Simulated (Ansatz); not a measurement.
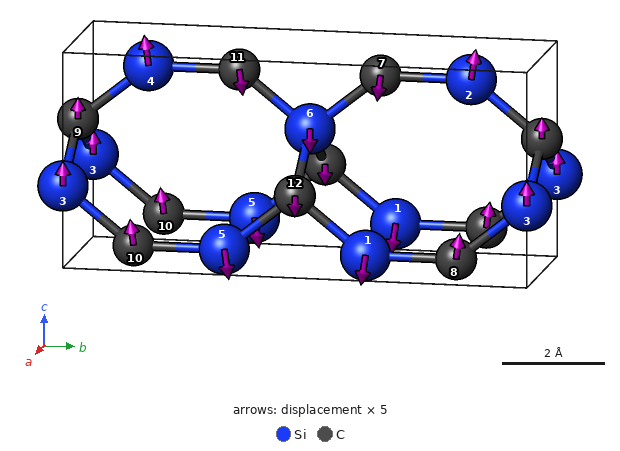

A relaxation of crystalline SiC (a generated structure, set up in Pmmn) (coarse preliminary run). The starting structure is drawn; purple arrows show the displacements (the part carried along by the change of the cell is left out), 5 times their true length.

A ball-and-stick model of the cell of the calculation, seen slightly off an axis.

Computed with DFT PBE, scalar-relativistic, plane waves, PAW (Ansatz). Settings: plane-wave cutoff 420 eV; k-point mesh 6 × 2 × 4; occupations gaussian; smearing width 0.1 eV; no spin polarisation; cell and atoms relaxed; force threshold 0.04 eV/Å; at most 70 steps.

### Describe the change and its energy.

The energy falls by 141 meV per atom in 5 accepted moves (7 points after the start). Largest force component: 1.7 eV/Å at the start, 0.0037 eV/Å at the end. Pressure: 28.49 GPa at the start and 0.03 GPa at the end. The SCF was repeated twice at an unchanged geometry on a basis and grid sized afresh for the cell, which shifted the energy by 3.7 meV per atom at most. The largest moves relative to the cell, 0.13 Å, are those of Si1, Si2, Si4 and Si5. Si4 goes roughly along +c. By element the largest moves are Si 0.13 Å, C 0.11 Å. The volume changes by +12.2 %, with a 2.999 → 3.120 Å (+4.0 %), b 9.350 → 9.519 Å (+1.8 %), c 4.354 → 4.613 Å (+5.9 %). Some distances before and after: Si1–C8 1.827 → 1.908 Å, Si3–C9 1.822 → 1.900 Å, Si1–C7 1.826 → 1.901 Å, Si1–C12 1.823 → 1.895 Å. Bond angles that change, for instance: C8–Si1–C12 141.4° → 132.0°, Si2–C7–Si6 141.4° → 147.1°, Si1–C12–Si5 102.7° → 98.1°. The space group stays Pmmn (No. 59). Cost: 51 s on 1 thread of Arm Neoverse V2 (shared host), peak memory 0.4 GiB.
